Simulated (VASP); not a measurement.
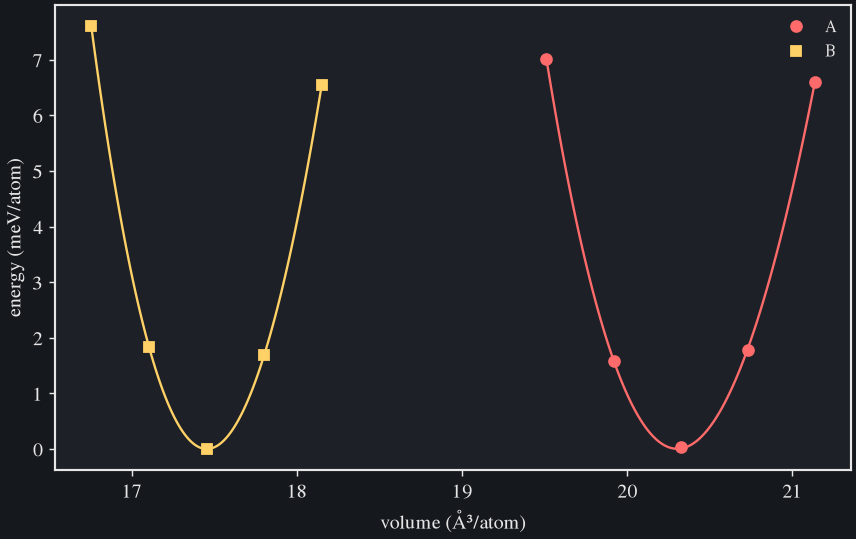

The figure compares two calculations of the energy against volume, each curve from its own zero. The first is for MgSe, space group Fm-3m (No. 225).

The cell holds 2 atoms.

How it was computed, with VASP 6.6.1: plane-wave DFT, no spin polarisation; energies at scaled volumes of the given cell, shape and fractions fixed, counted from the fit's minimum, third-order Birch-Murnaghan fit. Level: HSE06.

k mesh 6×6×6; occupations Gaussian; smearing width 0.02 eV; potentials VASP PAW PBE potentials, recommended; wave cutoff 520 eV.

In the second, Se is replaced by S on all its sites, which gives MgS in the same structure.

**Which of A and B is the second calculation, and what did the change do?**

B. The equilibrium volume falls from 20.30 to 17.45 Å³/atom (−14 %) and the bulk modulus rises from 67.0 to 80.9 GPa (+21 %).

V0 and the bulk modulus come from third-order Birch–Murnaghan fits.
